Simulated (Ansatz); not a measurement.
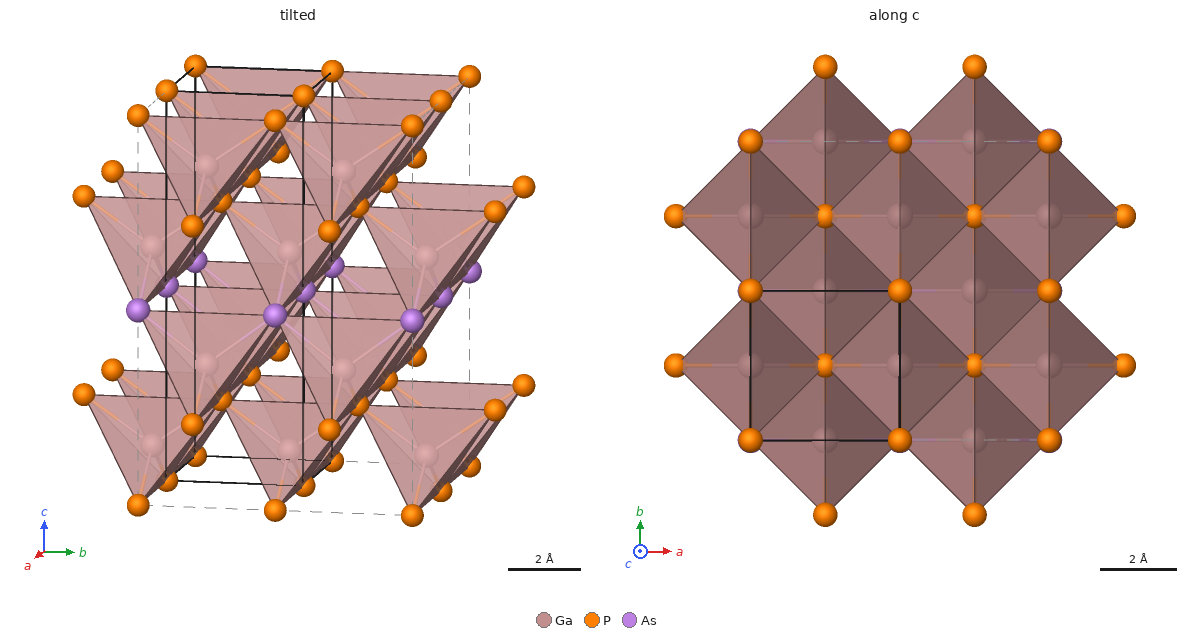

Polyhedral representation of a periodic structure, projected slightly off an axis and along the c axis. One conventional unit cell is drawn solid; the view covers 2×2×1 cells. Some atoms of the next cells are drawn as well.

Ga₄AsP₃, space group P-4m2 (No. 115), a = 3.93 Å, b = 3.93 Å, c = 11.13 Å, α = 90.00°, β = 90.00°, γ = 90.00°.

Results below were computed with Ansatz, DFT PBE, scalar-relativistic, plane waves, PAW; the settings were wavefunction cutoff 420 eV, an 8×8×4 k-point grid, Gaussian smearing of 0.02 eV, no spin polarisation.

How large a gap does the method give, if there is one?

A semiconductor at this level, with a gap of 1.16 eV on the k-mesh (the true edges may lie between mesh points, so the gap can be somewhat smaller).

Source of the structure: a structure type filled with these elements by a generator (whether the compound takes this form wasn't checked). The picture shows the end point of a geometry optimisation with DFT PBE, scalar-relativistic, plane waves, PAW (Ansatz 0.2.0).
